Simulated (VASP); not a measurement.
ZnS (space group F-43m, No. 216): the end point of a relaxation with VASP Kohn-Sham DFT of a periodic cell, PBEsol, VASP PAW PBE potentials, recommended (VASP 6.6.1).

```xyz
8
Lattice="5.3607 0.0000 0.0000 0.0000 5.3607 0.0000 0.0000 0.0000 5.3607" Properties=species:S:1:pos:R:3 pbc="T T T"
Zn    1.3402    1.3402    1.3402
S     0.0000    0.0000    0.0000
Zn    1.3402    4.0205    4.0205
S     0.0000    2.6804    2.6804
Zn    4.0205    1.3402    4.0205
S     2.6804    0.0000    2.6804
Zn    4.0205    4.0205    1.3402
S     2.6804    2.6804    0.0000
```

Bonds are taken as S–Zn below 2.6 Å; no other contact counts. Atoms with one bond or none are removed and atoms with two bonds are replaced by edges, until no such atom is left.

What net does this leave?

The result is a uninodal 4-connected, three-periodic net: Zn and S are 4-connected nodes. It is the dia net, known from diamond, zinc blende and cristobalite. It is a single net, without interpenetration.

| node | links | point symbol | coordination sequence |
| --- | --- | --- | --- |
| Zn and S | 4 | 6^6 | 4 12 24 42 64 92 124 162 |

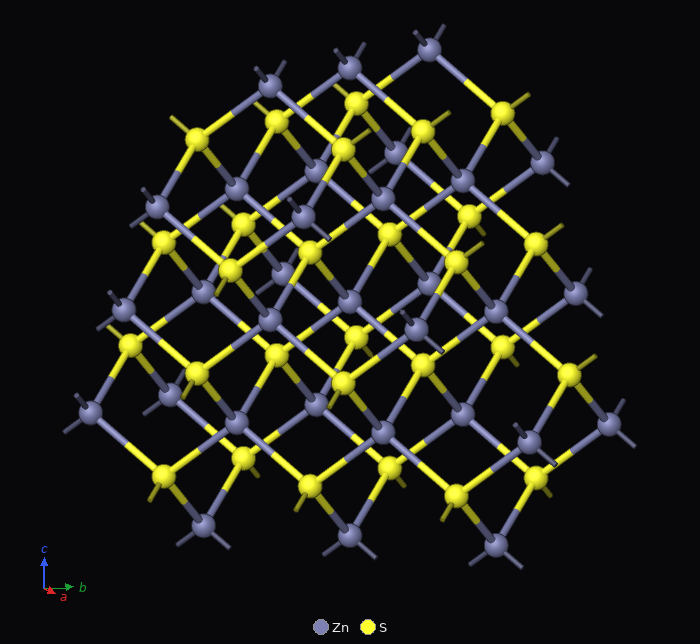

Nodes are coloured by element. Edges to nodes outside the piece are drawn as stubs.
